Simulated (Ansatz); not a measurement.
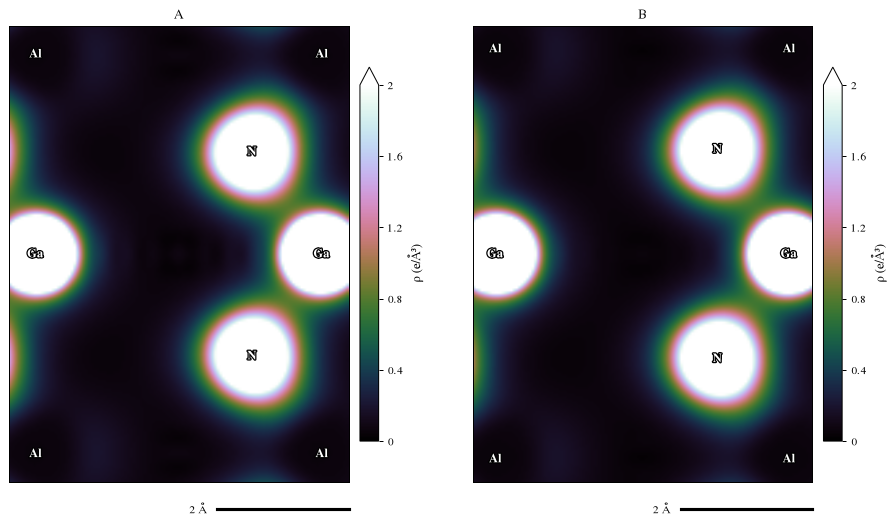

AlGa3N4. The valence electron density of two cells that differ in size, on the (101) plane of each (indices in the axes of the calculation cell), at one length scale and on one colour scale; one has 10.1 and the other 10.9 Å³ an atom.

Space group P-42m; a structure from a database of computed crystals, not necessarily the ambient phase.

The calculation used Ansatz, DFT r2SCAN, scalar-relativistic, plane waves, PAW.

The larger cell:

```yaml
crystal:
  lattice:
    - [4.46534, 0.00000, 0.00000]
    - [0.00000, 4.46534, 0.00000]
    - [0.00000, 0.00000, 4.35371]
  atoms:
    - { symbol: Al, position: [0.00000, 0.00000, 0.00000] }
    - { symbol: Ga, position: [0.50000, 0.50000, 0.00000] }
    - { symbol: Ga, position: [0.50000, 0.00000, 0.50000] }
    - { symbol: Ga, position: [0.00000, 0.50000, 0.50000] }
    - { symbol: N, position: [0.75535, 0.75535, 0.24465] }
    - { symbol: N, position: [0.75535, 0.24465, 0.75535] }
    - { symbol: N, position: [0.24465, 0.75535, 0.75535] }
    - { symbol: N, position: [0.24465, 0.24465, 0.24465] }
```

The smaller cell: a = 4.354 Å, b = 4.354 Å, c = 4.242 Å, α = 90.00°, β = 90.00°, γ = 90.00°.

**Which panel shows the smaller cell, and what does the compression change?**

Panel A is the smaller cell, by 7 % in volume. From the larger cell to the smaller, Ga–N goes from 1.93 to 1.88 Å, and the density at its midpoint from 0.77 to 0.84 e/Å³; Al–N goes from 1.88 to 1.83 Å, and the density at its midpoint from 0.72 to 0.78 e/Å³; the pressure goes from 5 to 25 GPa; the Kohn–Sham gap goes from 2.9 eV to 3.5 eV.
